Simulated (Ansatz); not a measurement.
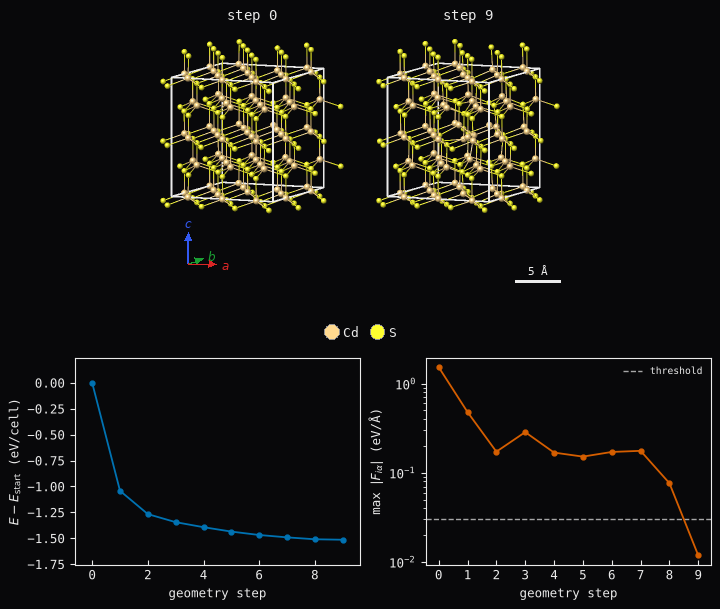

First and last geometry of a relaxation of a defect cell of composition Cd$_{49}$S$_{47}$, with the history of the run. A ball-and-stick model of the cell of the calculation (origin shifted), seen slightly off an axis.

The atoms of the start lie slightly off their symmetric places, so part of the fall in energy undoes that.

Method: DFT, PBEsol, PAW, plane waves in Ansatz 0.2.0. (plane-wave cutoff 420 eV; k-point mesh 1 × 1 × 1; mesh shifted by (0.25, 0.25, 0.25); no spin polarisation; atoms relaxed in a fixed cell; force threshold 0.03 eV/Å; at most 80 steps)

> Read the history and describe the run.

It converged. The atom that moves furthest is a Cd atom (0.77 Å along −c). By element the largest moves are Cd 0.77 Å, S 0.45 Å. The cell doesn't change. Among the contacts that change: Cd–S 2.508 → 2.868 Å, Cd–Cd 2.518 → 2.766 Å, Cd–Cd 2.531 → 2.752 Å, Cd–Cd 2.508 → 2.713 Å. Bond angles that change, for instance: Cd–Cd–Cd 110.6° → 66.3°, Cd–Cd–S 107.3° → 139.9°, Cd–Cd–S 109.2° → 86.7°. Over 9 geometry steps the energy falls by 1.514 eV per cell of the calculation. Largest force component: 1.5 eV/Å at the start, 0.012 eV/Å at the end. Cost: 15 s on 1 × NVIDIA GB200 with 8 threads of Arm Neoverse-V2, peak memory 2.4 GiB.

```
step  E − E(0), meV/atom  largest force component, eV/Å
   0                0.00                         1.5313
   1              -10.85                         0.4795
   2              -13.19                         0.1723
   3              -14.00                         0.2857
   4              -14.51                         0.1683
   5              -14.95                         0.1517
   6              -15.29                         0.1711
   7              -15.53                         0.1762
   8              -15.72                         0.0763
   9              -15.77                         0.0118
```
